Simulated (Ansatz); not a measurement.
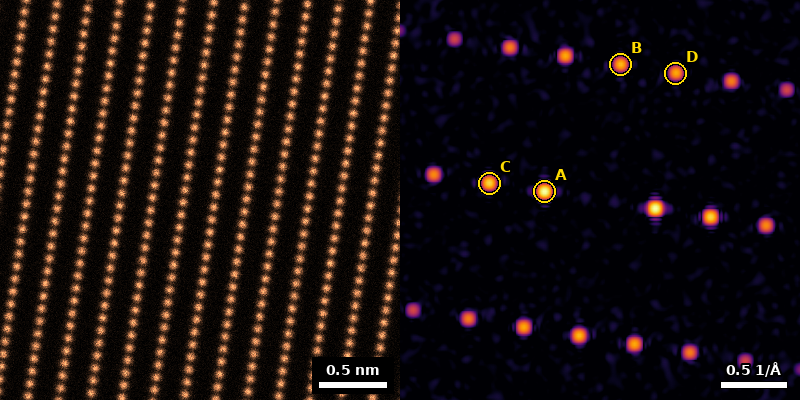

HAADF-like image of Ti (Im-3m, No. 229) along [211]. Simulation: incoherent imaging, intensity Z^1.8 per atom, probe width 0.50 Å, thin sample. The probe carries 15 % of its weight in a tail 2.5 times as wide. Shot noise was added. Atomic positions: the end point of a relaxation with Ansatz 0.2.0, DFT, revPBE, plane waves (420 eV) with PAW, scalar-relativistic; the starting structure was generated, so it need not be a known form of this composition.

The right panel is the modulus of the image's Fourier transform on a logarithmic scale.

a = 3.284 Å, b = 3.284 Å, c = 3.284 Å, α = 90.00°, β = 90.00°, γ = 90.00°

Index the marked spots and give their plane spacings (the zone axis points at the viewer; indices equivalent by symmetry, or all signs reversed, are as good).

A: (0 1 -1), d = 2.32 Å; B: (2 -2 -2), d = 0.95 Å; C: (0 2 -2), d = 1.16 Å; D: (2 -3 -1), d = 0.88 Å. A and B enclose 90°, and every spot obeys the zone law hu + kv + lw = 0 for [211].
